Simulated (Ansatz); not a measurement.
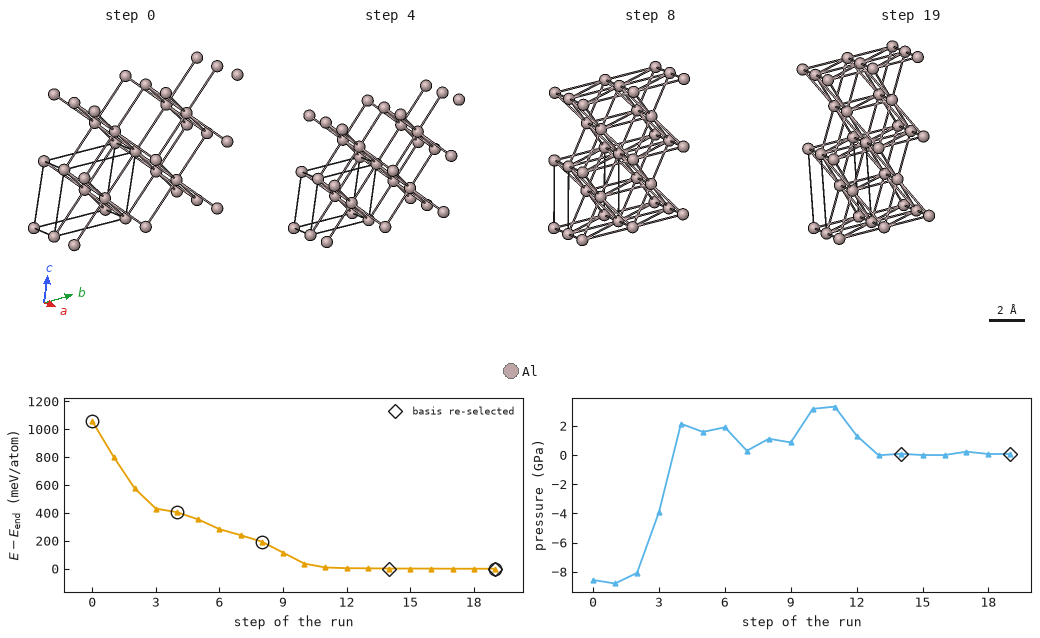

Frames of a relaxation of a crystal of Al (set up in R-3m) (coarse preliminary run), marked on the history of the run. A ball-and-stick model of the reduced cell, repeated 2 × 2 × 2 with one cell outlined, seen slightly off an axis. Lengths and directions refer to the drawn axes.

Case: 6 of 6 H taken out, relaxed.

These are results of DFT PBE, scalar-relativistic, plane waves, PAW in Ansatz 0.2.0, not measurements.

Input
```yaml
crystal:
  lattice:
    - [2.242681881, 1.2948129877, 3.9492366415]
    - [-2.242681881, 1.2948129877, 3.9492366415]
    - [0.0, -2.5896259753, 3.9492366415]
  atoms:
    - { symbol: Al, position: [0.0, 0.0, 0.0] }
    - { symbol: Al, position: [0.5, 0.5, 0.5] }
basis:
  ecutwfc: 420
kpoints:
  mp_grid: { grid: [6, 6, 6] }
hamiltonian:
  xc: pbe
scf:
  occupations: { method: gaussian, width: 0.1 }
output:
  forces: true
  stress: true
  eigenvalues: true
relax:
  adjacent_minimum: "off"
  f_tol: 0.0325
  max_steps: 70
  cell: { stress_tol: 0.24 }
```

Run as
```bash
ansatz run input.yaml --threads 2 --pin off --max-ram 5120MiB --backend cpu --events-out ev --progress --plain --runs-dir out
```

### Describe the path.

The atoms keep their places relative to the cell (all moves are under 0.005 Å). The drawn cell changes as follows: a = b 4.485 → 2.819 Å (−37.2 %), c 4.723 → 5.066 Å (+7.3 %), α 61.6° → 73.8°, β 61.6° → 73.8°; the volume changes by −52.0 %. Some distances before and after: Al1–Al1 4.485 → 2.819 Å, Al1–Al2 3.257 → 2.899 Å. The space group stays R-3m (No. 166). Over 17 accepted moves (19 points after the start) the energy falls by 1057 meV per atom. All forces vanish by symmetry, so only the cell relaxes. Pressure: −8.56 GPa at the start and 0.08 GPa at the end. The SCF was repeated twice at an unchanged geometry on a basis and grid sized afresh for the cell, which shifted the energy by 1.7 meV per atom at most. From step 0 to 4: volume −43.9 %, energy −652 meV per atom. From step 4 to 8: volume −9.3 %, energy −211 meV per atom. From step 8 to 19: volume −5.8 %, energy −194 meV per atom.

```json
{"step": "0", "E − E(0), meV/atom": "0.00", "pressure, GPa": "-8.56", "volume, Å³/atom": "34.404", "note": ""}
{"step": "1", "E − E(0), meV/atom": "-253.47", "pressure, GPa": "-8.80", "volume, Å³/atom": "29.782", "note": ""}
{"step": "2", "E − E(0), meV/atom": "-481.45", "pressure, GPa": "-8.07", "volume, Å³/atom": "25.553", "note": ""}
{"step": "3", "E − E(0), meV/atom": "-625.96", "pressure, GPa": "-3.89", "volume, Å³/atom": "21.907", "note": ""}
{"step": "4", "E − E(0), meV/atom": "-651.75", "pressure, GPa": "2.15", "volume, Å³/atom": "19.316", "note": ""}
{"step": "5", "E − E(0), meV/atom": "-703.56", "pressure, GPa": "1.59", "volume, Å³/atom": "19.201", "note": ""}
{"step": "6", "E − E(0), meV/atom": "-773.30", "pressure, GPa": "1.91", "volume, Å³/atom": "18.516", "note": ""}
{"step": "7", "E − E(0), meV/atom": "-816.55", "pressure, GPa": "0.30", "volume, Å³/atom": "18.385", "note": ""}
{"step": "8", "E − E(0), meV/atom": "-862.95", "pressure, GPa": "1.12", "volume, Å³/atom": "17.524", "note": ""}
{"step": "9", "E − E(0), meV/atom": "-941.36", "pressure, GPa": "0.87", "volume, Å³/atom": "16.898", "note": ""}
{"step": "10", "E − E(0), meV/atom": "-1020.11", "pressure, GPa": "3.17", "volume, Å³/atom": "15.905", "note": ""}
{"step": "11", "E − E(0), meV/atom": "-1048.11", "pressure, GPa": "3.32", "volume, Å³/atom": "15.841", "note": ""}
{"step": "12", "E − E(0), meV/atom": "-1053.10", "pressure, GPa": "1.33", "volume, Å³/atom": "16.193", "note": ""}
{"step": "13", "E − E(0), meV/atom": "-1054.12", "pressure, GPa": "-0.01", "volume, Å³/atom": "16.457", "note": ""}
{"step": "14", "E − E(0), meV/atom": "-1055.83", "pressure, GPa": "0.09", "volume, Å³/atom": "16.457", "note": "same geometry, new basis"}
{"step": "15", "E − E(0), meV/atom": "-1055.97", "pressure, GPa": "0.01", "volume, Å³/atom": "16.479", "note": ""}
{"step": "16", "E − E(0), meV/atom": "-1056.17", "pressure, GPa": "0.00", "volume, Å³/atom": "16.484", "note": ""}
{"step": "17", "E − E(0), meV/atom": "-1057.03", "pressure, GPa": "0.23", "volume, Å³/atom": "16.455", "note": ""}
{"step": "18", "E − E(0), meV/atom": "-1057.17", "pressure, GPa": "0.08", "volume, Å³/atom": "16.506", "note": ""}
{"step": "19", "E − E(0), meV/atom": "-1057.22", "pressure, GPa": "0.08", "volume, Å³/atom": "16.506", "note": "same geometry, new basis"}
```
